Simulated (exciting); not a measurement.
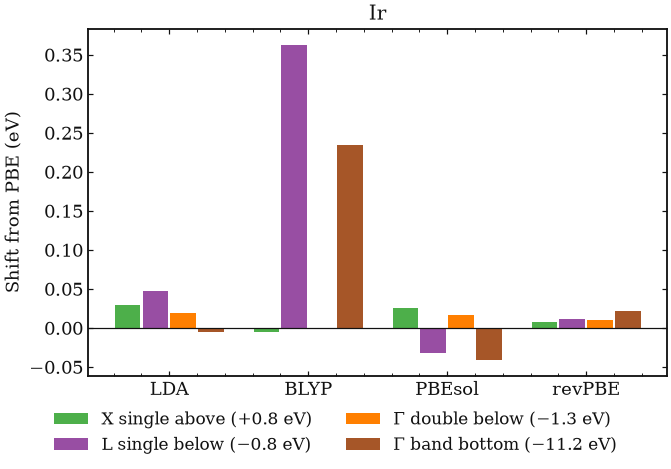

Levels near the Fermi level of fcc Ir, space group Fm-3m (No. 225), 1 atom in the primitive cell (cubic a = 3.831 Å), a metal, by five methods on one cell, as shifts from PBE. Each level is counted from the Fermi level of its run and named by k point, degeneracy (spin aside) and side; the legend gives its PBE energy; the band bottom is the lowest valence level above the core-like shells.

Question: Which method departs most from PBE, and how?

Answer: BLYP: it moves X single above by −0.01 eV, L single below by +0.36 eV, Γ double below by 0.00 eV and Γ band bottom by +0.23 eV. At these levels the other methods stay within 0.05 eV of PBE.

Question: How does the occupied bandwidth compare?

Answer: The Fermi level lies 11.24 eV (LDA), 11.00 eV (BLYP), 11.23 eV (PBE), 11.27 eV (PBEsol) and 11.21 eV (revPBE) above the band bottom.

| method | X single above (eV) | L single below (eV) | Γ double below (eV) | Γ band bottom (eV) |
| --- | --- | --- | --- | --- |
| LDA | 0.87 | −0.77 | −1.24 | −11.24 |
| BLYP | 0.84 | −0.46 | −1.26 | −11.00 |
| PBE | 0.84 | −0.82 | −1.26 | −11.23 |
| PBEsol | 0.87 | −0.85 | −1.24 | −11.27 |
| revPBE | 0.85 | −0.81 | −1.25 | −11.21 |

Settings. LDA: all-electron LAPW+lo, shipped species files, valence relativity iora*, 12×12×12 k mesh, Fermi-Dirac smearing of 0.05 eV (exciting). BLYP: all-electron LAPW+lo, shipped species files, valence relativity iora*, 12×12×12 k mesh, Fermi-Dirac smearing of 0.05 eV (exciting sodium). PBE: all-electron LAPW+lo, shipped species files, valence relativity iora*, 12×12×12 k mesh, Gaussian smearing of 0.1 eV (exciting sodium). PBEsol: all-electron LAPW+lo, shipped species files, valence relativity iora*, 12×12×12 k mesh, Fermi-Dirac smearing of 0.05 eV (exciting sodium). revPBE: all-electron LAPW+lo, shipped species files, valence relativity iora*, 12×12×12 k mesh, Fermi-Dirac smearing of 0.05 eV (exciting sodium). No run carries moments or holds spin-orbit coupling.

Spin-orbit coupling is left out, which matters for Ir. The meshes or smearings differ, which moves the Fermi levels.
